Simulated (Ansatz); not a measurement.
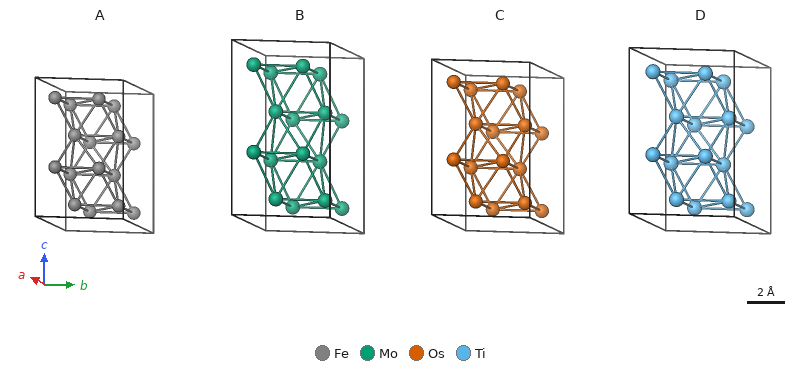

One structure type (space group P6_3/mmc for the parent) with different elements on its sites, each relaxed in cell and atoms to zero pressure (within 0.1 GPa). A ball-and-stick model of the cell of the calculation, repeated to show the pattern, seen from a free direction.

The calculation used DFT PBE, scalar-relativistic, plane waves, PAW (Ansatz). (plane-wave cutoff 420 eV; occupations gaussian; smearing width 0.1 eV; no spin polarisation) The k-mesh is chosen for each cell (18×18×12, 18×18×8, 18×18×10).

Question: Give the formulas, and rank the crystals by volume per atom, smallest first.

Answer: A = Fe (10.2 Å³), C = Os (14.3 Å³), B = Mo (16.1 Å³), D = Ti (17.4 Å³).
